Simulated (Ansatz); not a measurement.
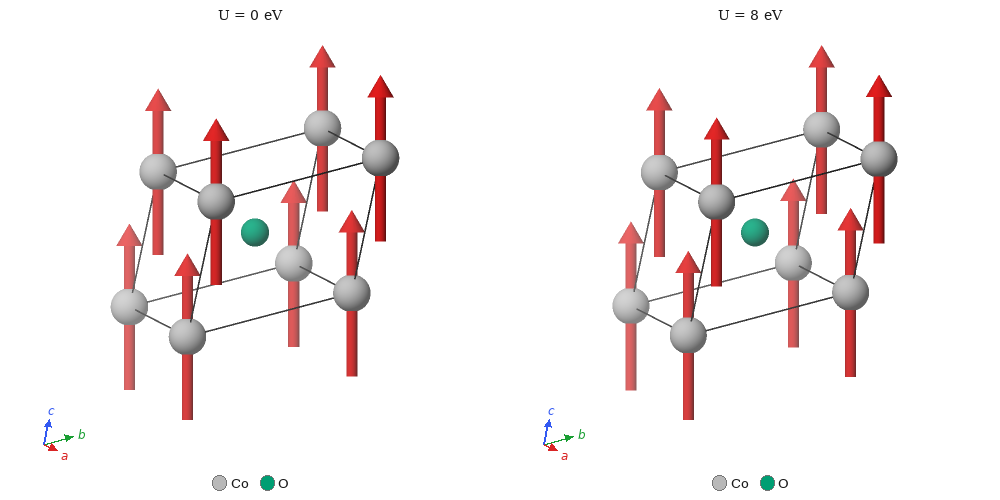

CoO, a = 4.247 Å, b = 4.247 Å, c = 4.247 Å, α = 90.29°, β = 89.71°, γ = 89.71°. The run's cell of 2 atoms at the smallest and the largest U, with site moments above 0.25 μB as arrows (red up, blue down). The cell is a structure listed in the Materials Project.

One fixed geometry was run with a growing Hubbard U on Co d. Alike in all runs: Ansatz 0.2.0; functional PBEsol; potentials Ansatz PAW; cutoff 420 eV; k mesh 11 × 11 × 11 on the run's cell of 2 atoms; occupations fermi-dirac, width 0.05 eV; collinear spin, ferromagnetic start; no spin-orbit coupling.

| U (eV) | gap (eV) | mean size of the moment on Co (μB) | pressure (GPa) |
| --- | --- | --- | --- |
| 0 | metal | 2.49 | -9.1 |
| 1 | metal | 2.51 | -3.8 |
| 2 | 0.30 | 2.56 | -0.9 |
| 3 | 0.89 | 2.58 | 0.7 |
| 4 | 1.38 | 2.60 | 2.2 |
| 5 | 1.51 | 2.62 | 3.6 |
| 6 | ? | ? | ? |
| 8 | 1.76 | 2.67 | 7.5 |

**Fill in the row that is left out.**

At U = 6 eV the run gave a gap of 1.61 eV, 2.64 μB on Co and a pressure of 4.9 GPa. A straight line between the neighbouring rows gives 1.59 eV and 2.64 μB, which is close.

**Where does the gap open?**

Between U = 1 and 2 eV; it reaches 1.76 eV at U = 8 eV.

Total energies at different U can't be compared. Each run keeps the state that it reached from its start, which need not be the lowest. Gaps are the least found on the k-mesh, which misses some points of high symmetry; where the band edges lie there, the true gap is smaller, at times by an eV.

Caveat: the pressure holds a Pulay correction of +0.8 GPa for the finite cutoff; a cell with one magnetic atom can't hold antiferromagnetic order, which such compounds often take; gaps of a few tenths of an eV or less are fragile: at this level of theory the bands may already be inverted off the mesh, while measured gaps, where the compound is known, are often wider than semilocal functionals give.
